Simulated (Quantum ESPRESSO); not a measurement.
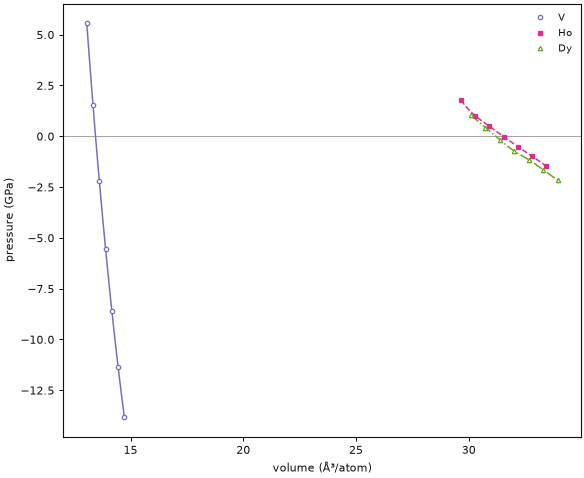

Pressure against volume, with one curve for each element, for Dy, Ho and V (all in space group Im-3m (No. 229)).

Settings that differ: V: k mesh 12×12×12; Ho: k mesh 9×9×9; Dy: k mesh 9×9×9.

The fitted equilibrium volumes, smallest first, are V 13.448, Dy 31.255, Ho 31.585 Å³/atom. The fitted bulk moduli, smallest first, are Ho 26.4, Dy 27.9, V 180.4 GPa. For V, the pressure falls from 5.56 GPa at volume 13.06 Å³/atom to −13.81 GPa at 14.72 Å³/atom, and changes sign near 13.45 Å³/atom. For Ho, the pressure falls from 1.78 GPa at volume 29.65 Å³/atom to −1.47 GPa at 33.44 Å³/atom, and changes sign near 31.52 Å³/atom. For Dy, the pressure falls from 1.04 GPa at volume 30.10 Å³/atom to −2.14 GPa at 33.94 Å³/atom, and changes sign near 31.20 Å³/atom.

Computed with Quantum ESPRESSO 7.5: plane-wave DFT, collinear spins; energies at scaled volumes of the given cell, shape and fractions fixed, counted from the fit's minimum, third-order Birch-Murnaghan fit. Level: PBE, collinear spin.

occupations Fermi–Dirac; smearing width 0.05 eV; potentials SSSP 1.3 efficiency PBE; wave cutoff 748.3 eV; density cutoff 5987 eV.

Note: may lie on a higher state (Ho, Dy).

Input of one of the runs behind the figure:
```
&CONTROL
  calculation = 'scf'
  prefix = 'pwscf'
  outdir = './tmp'
  pseudo_dir = './pseudo'
  tprnfor = .true.
  tstress = .true.
  disk_io = 'nowf'
/
&SYSTEM
  ibrav = 0
  nat = 1
  ntyp = 1
  ecutwfc = 55
  ecutrho = 440
  nbnd = 20
  occupations = 'smearing'
  smearing = 'fd'
  degauss = 0.00367493
  nspin = 2
  starting_magnetization(1) = 0.1905
/
&ELECTRONS
  conv_thr = 2d-10
  electron_maxstep = 120
  mixing_beta = 0.3
/
ATOMIC_SPECIES
Ho   164.9303 Ho.paw.z_21.atompaw.wentzcovitch.v1.2.upf
CELL_PARAMETERS angstrom
  -1.9905175072    1.9905175072    1.9905175072
   1.9905175072   -1.9905175072    1.9905175072
   1.9905175072    1.9905175072   -1.9905175072
ATOMIC_POSITIONS crystal
Ho     0.0000000000    0.0000000000    0.0000000000
K_POINTS automatic
9 9 9 0 0 0
```

Launched with:
```bash
OMP_NUM_THREADS=1 pw.x -in pw.in > pw.out
```
